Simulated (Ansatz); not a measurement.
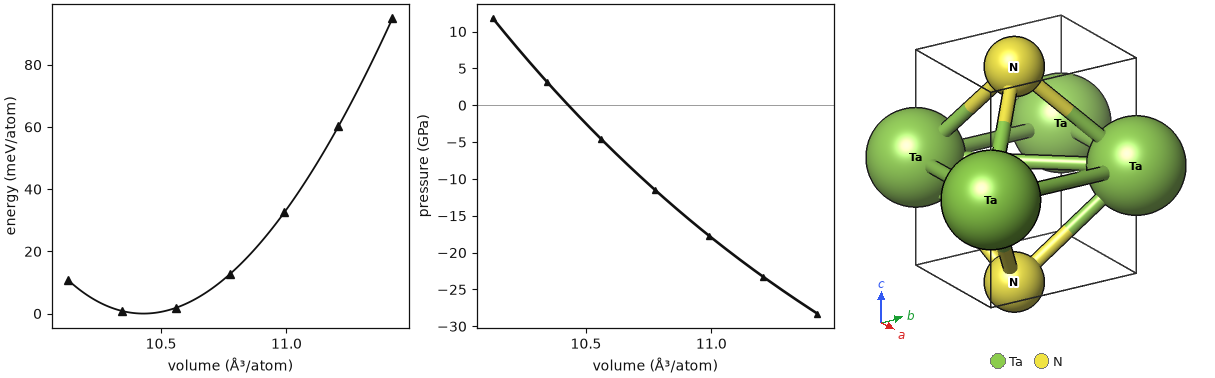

Caption: Energy and pressure against volume for TaN, space group P-6m2 (No. 187). The conventional cell is drawn beside the plot.

A third-order Birch–Murnaghan fit gives V0 = 10.43 Å³/atom, B0 = 378 GPa and B′ = 4.3. The energy is 10.79 meV/atom at volume 10.13 Å³/atom and 94.90 meV/atom at 11.42 Å³/atom; the lowest computed point is at volume 10.34 Å³/atom (0.84 meV/atom). The pressure falls from 11.79 GPa at volume 10.13 Å³/atom to −28.27 GPa at 11.42 Å³/atom, and changes sign near 10.43 Å³/atom.

Method: all-electron LAPW DFT, no spin polarisation; energies at scaled volumes of the given cell, shape and fractions fixed, counted from the fit's minimum, third-order Birch-Murnaghan fit (Ansatz 0.2.0). Level: LDA.

```csv
setting,value
k mesh,10×10×9
occupations,Fermi–Dirac
smearing width,0.05 eV
potentials,"all electron LAPW, scalar relativistic"
program settings,basis error eV/atom 0.001
```

Cell as given: a = 2.938 Å, b = 2.938 Å, c = 2.883 Å, α = 90.00°, β = 90.00°, γ = 120.00°; 2 atoms.

Keep in mind: shape and atomic fractions are frozen while scaling, which makes layered, chain and framework solids too stiff.
